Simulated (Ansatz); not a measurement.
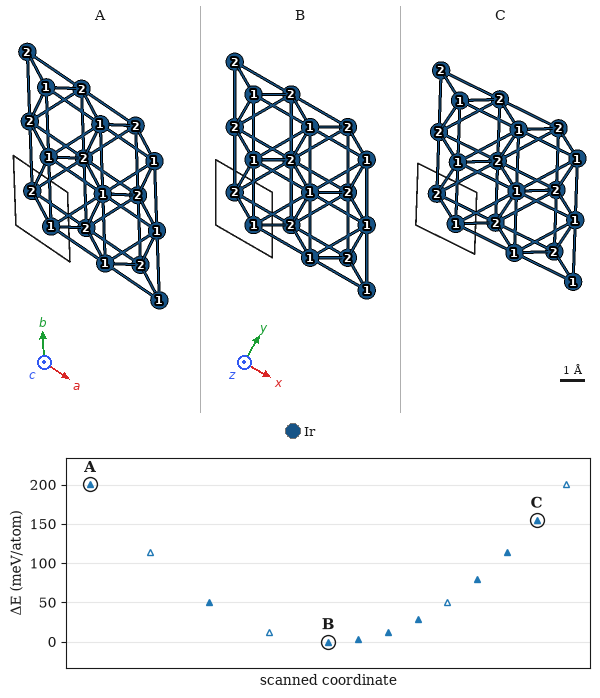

A scan of solid Ir (P6_3/mmc) along one coordinate. x, y and z are the Cartesian axes of the input. Hollow markers are points alike by symmetry, not computed again. Style: ball-and-stick. Shown: the cell of the calculation, repeated 3 × 3 × 2 with one cell outlined, along the c axis.

Theory: DFT PBE, scalar-relativistic, plane waves, PAW (Ansatz 0.2.0). Set-up: plane-wave cutoff 420 eV; k-point mesh 18 × 18 × 12; occupations gaussian; smearing width 0.02 eV; no spin polarisation. Energies (free energies at the smearing named) are counted from the cell as listed in its source, which wasn't relaxed.

**What is being scanned?**

The cell is strained in shear in the xy plane, with the atoms kept at their fractional coordinates. In the frames the strain is −0.15 (A), 0.00 (B), 0.1312 (C). Of the computed points the lowest is at the strain 0.00, 0.0 meV/atom. At the ends of the scan the energy is 200.1 meV/atom (−0.15) and 200.1 meV/atom (0.15). The unrelaxed reference is under a pressure of −1.6 GPa. The distortion takes the space group from P6_3/mmc to P2_1/m. At the strain −0.15 the cell of the drawing goes a 2.751 → 2.759 Å, b 2.751 → 2.932 Å, γ 120.0° → 126.3°.
